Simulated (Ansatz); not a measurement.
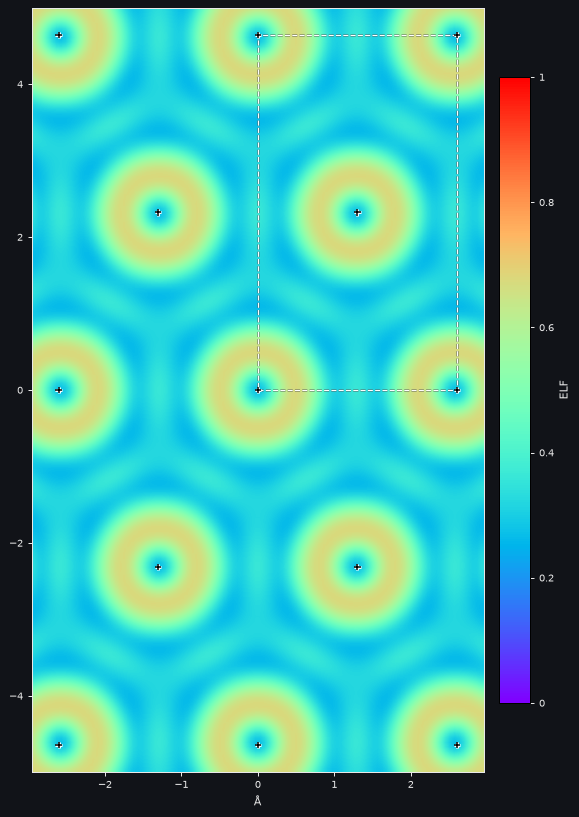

The ELF on a plane through atoms (crosses mark nuclei in the plane).

Computed with DFT PBE, scalar-relativistic, plane waves, PAW in Ansatz 0.2.0.

Candidates:
A. Ir, a = 2.61 Å, b = 2.61 Å, c = 3.84 Å, α = 90.00°, β = 90.00°, γ = 90.00°. Space group I4/mmm; changed on purpose from its base cell (strain -0.040 along x and y, +0.000 along z, atoms carried along); computed pressure about 49 GPa in this cell; computed without spin polarisation.
B. ZnS (slab), a = 3.85 Å, b = 3.85 Å, c = 31.50 Å, α = 90.00°, β = 90.00°, γ = 120.00°. Changed on purpose from its base cell (repeats removed: -2); not relaxed (largest force 0.7 eV/Å).

> Which candidate gave the map?

Candidate A: Ir on the (101̄) plane of the conventional cell, which holds Ir. Ir–Ir (2.61 Å): the ELF is about 0.35 at the midpoint. Ir–Ir (2.66 Å): the ELF is about 0.35 at the midpoint.
